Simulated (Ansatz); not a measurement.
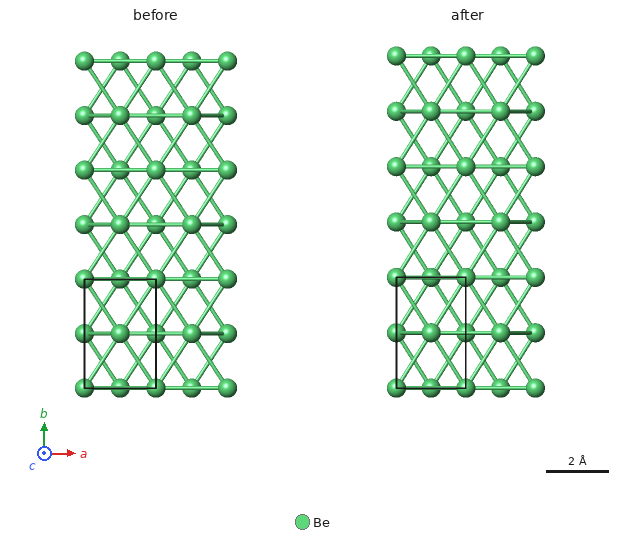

The structure of crystalline Be (built on the alpha-gallium_64 type) before (left) and after (right) a relaxation, at one scale.

Style: ball-and-stick. Shown: the conventional cell (4 times the calculation's cell), repeated 2 × 3 × 1 with one cell outlined, along the c axis. Lengths and directions refer to the drawn axes.

Case: alpha-gallium type (Cmce, No. 64).

Level of theory: DFT PBEsol, scalar-relativistic, plane waves, PAW (Ansatz 0.2.0). (plane-wave cutoff 420 eV; k-point mesh 28 × 28 × 28; occupations gaussian; smearing width 0.1 eV; no spin polarisation; cell and atoms relaxed; force threshold 0.01 eV/Å; at most 80 steps)

### Summarise the run.

The largest moves relative to the cell, 0.026 Å, are those of Be atoms. The volume changes by +0.1 %, with a 2.338 → 2.270 Å (−2.9 %), b 3.563 → 3.619 Å (+1.6 %), c 8.431 → 8.556 Å (+1.5 %). Among the contacts that change: Be–Be 2.338 → 2.270 Å, Be–Be 2.122 → 2.171 Å, Be–Be 2.131 → 2.136 Å. The space group stays Fmmm (No. 69). After 4 accepted moves (5 points after the start) the energy has fallen by 13.3 meV per cell of the calculation. Largest force component: 0.14 eV/Å at the start, 0.0003 eV/Å at the end. The pressure goes from 0.21 to −0.01 GPa. The SCF was repeated once at an unchanged geometry on a basis and grid sized afresh for the cell, which shifted the energy by less than 0.05 meV per cell of the calculation at most. The run took of the order of 2.2 core-minutes on a shared host.
